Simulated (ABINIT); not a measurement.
W: single-point calculation at one volume of an equation of state (part 4 of 4)

The same run, continued: W (Im-3m, 1 atom in the cell); Kohn-Sham DFT of a periodic cell, PBE, SG15 NC PBE v1.2, no spin polarisation (ABINIT 10.8.3); cutoff 707.5 eV, 12×12×12 k-mesh, fermi-dirac of 0.05 eV. The structure derives from an entry of the Crystallography Open Database.

Geometry of the input (Å; fractional positions):
```
-1.5823  1.5823  1.5823
1.5823  -1.5823  1.5823
1.5823  1.5823  -1.5823
W  0.0000  0.0000  0.0000
```

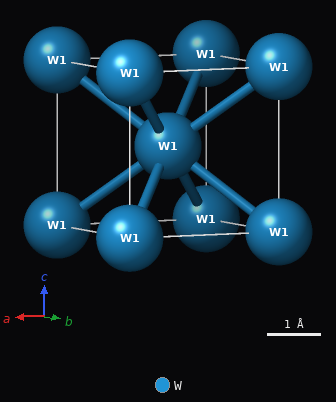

Figure 1. The input geometry (ball-and-stick view of the cell 2 times as large as that of the calculation, set on its symmetry axes, seen at an oblique angle; atoms are numbered from 1 in the order of the input). An atom can appear more than once, as a periodic image.

What the program printed, continued
```
     iter   Etot(hartree)      deltaE(h)  residm     vres2
 ETOT  1  -271.96521220528    -2.720E+02 7.515E-05 4.857E+01
 ETOT  2  -271.97676819980    -1.156E-02 8.354E-05 1.554E+01
 ETOT  3  -271.98209862803    -5.330E-03 2.075E-04 3.424E-03
 ETOT  4  -271.98210012313    -1.495E-06 3.500E-06 7.770E-05
 ETOT  5  -271.98210014503    -2.190E-08 9.782E-07 3.265E-07
 ETOT  6  -271.98210014512    -8.686E-11 1.846E-07 4.756E-10
 ETOT  7  -271.98210014512    -3.979E-12 4.934E-08 2.728E-12

 At SCF step    7       vres2   =  2.73E-12 < tolvrs=  1.00E-10 =>converged.

 Cartesian components of stress tensor (hartree/bohr^3)
  sigma(1 1)=  3.65923954E-04  sigma(3 2)=  0.00000000E+00
  sigma(2 2)=  3.65923954E-04  sigma(3 1)=  0.00000000E+00
  sigma(3 3)=  3.65923954E-04  sigma(2 1)=  0.00000000E+00

--- !ResultsGS
iteration_state: {dtset: 7, }
comment   : Summary of ground state results
lattice_vectors:
- [ -3.0488449,   3.0488449,   3.0488449, ]
- [  3.0488449,  -3.0488449,   3.0488449, ]
- [  3.0488449,   3.0488449,  -3.0488449, ]
lattice_lengths: [   5.28075,    5.28075,    5.28075, ]
lattice_angles: [109.471, 109.471, 109.471, ] # degrees, (23, 13, 12)
lattice_volume:   1.1336161E+02
convergence: {deltae: -3.979E-12, res2:  2.728E-12, residm:  4.934E-08, diffor: null, }
etotal    :  -2.71982100E+02
entropy   :   0.00000000E+00
fermie    :   5.05488664E-01
cartesian_stress_tensor: # hartree/bohr^3
- [  3.65923954E-04,   0.00000000E+00,   0.00000000E+00, ]
- [  0.00000000E+00,   3.65923954E-04,   0.00000000E+00, ]
- [  0.00000000E+00,   0.00000000E+00,   3.65923954E-04, ]
pressure_GPa:  -1.0766E+01
xred      :
- [  0.0000E+00,   0.0000E+00,   0.0000E+00,  W]
cartesian_forces: # hartree/bohr
- [ -0.00000000E+00,  -0.00000000E+00,  -0.00000000E+00, ]
force_length_stats: {min:   0.00000000E+00, max:   0.00000000E+00, mean:   0.00000000E+00, }
...

 Integrated electronic density in atomic spheres:
 ------------------------------------------------
 Atom  Sphere_radius  Integrated_density
    1        2.00000         23.95591065
================================================================================

 ----iterations are completed or convergence reached----

 Mean square residual over all n,k,spin=   98.024E-12; max=  49.345E-09
 reduced coordinates (array xred) for    1 atoms
       0.000000000000      0.000000000000      0.000000000000
 rms dE/dt=  0.0000E+00; max dE/dt=  0.0000E+00; dE/dt below (all hartree)
    1       0.000000000000      0.000000000000      0.000000000000

 cartesian coordinates (angstrom) at end:
    1      0.00000000000000     0.00000000000000     0.00000000000000

 cartesian forces (hartree/bohr) at end:
    1     -0.00000000000000    -0.00000000000000    -0.00000000000000
 frms,max,avg= 0.0000000E+00 0.0000000E+00   0.000E+00  0.000E+00  0.000E+00 h/b

 cartesian forces (eV/Angstrom) at end:
    1     -0.00000000000000    -0.00000000000000    -0.00000000000000
 frms,max,avg= 0.0000000E+00 0.0000000E+00   0.000E+00  0.000E+00  0.000E+00 e/A
 length scales=  5.179176046600  5.179176046600  5.179176046600 bohr
              =  2.740701933256  2.740701933256  2.740701933256 angstroms
 Fermi (or HOMO) energy (eV) =  13.75505   Average Vxc (eV)= -14.68035
 Eigenvalues (   eV  ) for nkpt=  72  k points:
 kpt#   1, nband= 18, wtk=  0.00058, kpt=  0.0000  0.0000  0.0000 (reduced coord)
 -60.42375  -24.08250  -24.08250  -24.08250  -14.50707  -14.50707  -14.50707  -14.48211
 -14.48211  -14.48211  -14.37355    4.56126   12.73364   12.73364   12.73364   15.90550
  15.90550   28.22543
 prteigrs : prtvol=0 or 1, do not print more k-points.

--- !EnergyTerms
iteration_state     : {dtset: 7, }
comment             : Components of total free energy in Hartree
kinetic             :  1.01258761686262E+02
hartree             :  4.95794385733161E+01
xc                  : -2.12449913072862E+01
Ewald energy        : -2.33954095635245E+02
psp_core            :  2.00212303178317E+01
local_psp           : -1.39499997970676E+02
non_local_psp       : -4.81423130665002E+01
internal            : -2.71981967402298E+02
'-kT*entropy'       : -1.32742823676384E-04
total_energy        : -2.71982100145121E+02
total_energy_eV     : -7.40100997904198E+03
band_energy         : -1.49519176682522E+01
...

 Cartesian components of stress tensor (hartree/bohr^3)
  sigma(1 1)=  3.65923954E-04  sigma(3 2)=  0.00000000E+00
  sigma(2 2)=  3.65923954E-04  sigma(3 1)=  0.00000000E+00
  sigma(3 3)=  3.65923954E-04  sigma(2 1)=  0.00000000E+00

-Cartesian components of stress tensor (GPa)         [Pressure= -1.0766E+01 GPa]
- sigma(1 1)=  1.07658544E+01  sigma(3 2)=  0.00000000E+00
- sigma(2 2)=  1.07658544E+01  sigma(3 1)=  0.00000000E+00
- sigma(3 3)=  1.07658544E+01  sigma(2 1)=  0.00000000E+00

== END DATASET(S) ==============================================================
================================================================================

 -outvars: echo values of variables after computation  --------
            acell      5.1791760466E+00  5.1791760466E+00  5.1791760466E+00 Bohr
           etotal1    -2.7197900930E+02
           etotal2    -2.7198078076E+02
           etotal3    -2.7198198765E+02
           etotal4    -2.7198267980E+02
           etotal5    -2.7198290213E+02
           etotal6    -2.7198269392E+02
           etotal7    -2.7198210015E+02
            fcart1    -0.0000000000E+00 -0.0000000000E+00 -0.0000000000E+00
            fcart2    -0.0000000000E+00 -0.0000000000E+00 -0.0000000000E+00
            fcart3    -0.0000000000E+00 -0.0000000000E+00 -0.0000000000E+00
            fcart4    -0.0000000000E+00 -0.0000000000E+00 -0.0000000000E+00
            fcart5    -0.0000000000E+00 -0.0000000000E+00 -0.0000000000E+00
            fcart6    -0.0000000000E+00 -0.0000000000E+00 -0.0000000000E+00
            fcart7    -0.0000000000E+00 -0.0000000000E+00 -0.0000000000E+00
            rprim1    -5.6556430356E-01  5.6556430356E-01  5.6556430356E-01
                       5.6556430356E-01 -5.6556430356E-01  5.6556430356E-01
                       5.6556430356E-01  5.6556430356E-01 -5.6556430356E-01
            rprim2    -5.6954728199E-01  5.6954728199E-01  5.6954728199E-01
                       5.6954728199E-01 -5.6954728199E-01  5.6954728199E-01
                       5.6954728199E-01  5.6954728199E-01 -5.6954728199E-01
            rprim3    -5.7347531844E-01  5.7347531844E-01  5.7347531844E-01
                       5.7347531844E-01 -5.7347531844E-01  5.7347531844E-01
                       5.7347531844E-01  5.7347531844E-01 -5.7347531844E-01
            rprim4    -5.7735026920E-01  5.7735026920E-01  5.7735026920E-01
                       5.7735026920E-01 -5.7735026920E-01  5.7735026920E-01
                       5.7735026920E-01  5.7735026920E-01 -5.7735026920E-01
            rprim5    -5.8117389237E-01  5.8117389237E-01  5.8117389237E-01
                       5.8117389237E-01 -5.8117389237E-01  5.8117389237E-01
                       5.8117389237E-01  5.8117389237E-01 -5.8117389237E-01
            rprim6    -5.8494785453E-01  5.8494785453E-01  5.8494785453E-01
                       5.8494785453E-01 -5.8494785453E-01  5.8494785453E-01
                       5.8494785453E-01  5.8494785453E-01 -5.8494785453E-01
            rprim7    -5.8867373749E-01  5.8867373749E-01  5.8867373749E-01
                       5.8867373749E-01 -5.8867373749E-01  5.8867373749E-01
                       5.8867373749E-01  5.8867373749E-01 -5.8867373749E-01
           strten1    -9.6536130067E-04 -9.6536130067E-04 -9.6536130067E-04
                       0.0000000000E+00  0.0000000000E+00  0.0000000000E+00
           strten2    -6.8910183457E-04 -6.8910183457E-04 -6.8910183457E-04
                       0.0000000000E+00  0.0000000000E+00  0.0000000000E+00
           strten3    -4.3708651275E-04 -4.3708651275E-04 -4.3708651275E-04
                       0.0000000000E+00  0.0000000000E+00  0.0000000000E+00
           strten4    -2.0728936611E-04 -2.0728936611E-04 -2.0728936611E-04
                       0.0000000000E+00  0.0000000000E+00  0.0000000000E+00
           strten5     2.1673093382E-06  2.1673093382E-06  2.1673093382E-06
                       0.0000000000E+00  0.0000000000E+00  0.0000000000E+00
           strten6     1.9279676740E-04  1.9279676740E-04  1.9279676740E-04
                       0.0000000000E+00  0.0000000000E+00  0.0000000000E+00
           strten7     3.6592395390E-04  3.6592395390E-04  3.6592395390E-04
                       0.0000000000E+00  0.0000000000E+00  0.0000000000E+00
 Calculation completed.
```

Key numbers

```csv
quantity,value
outcome,converged
space group (tolerance 0.01 Å),Im-3m (229)
wall time,2.4 min
peak memory,0.09 GiB
```

Notes

Spin–orbit coupling is left out, which matters for W.
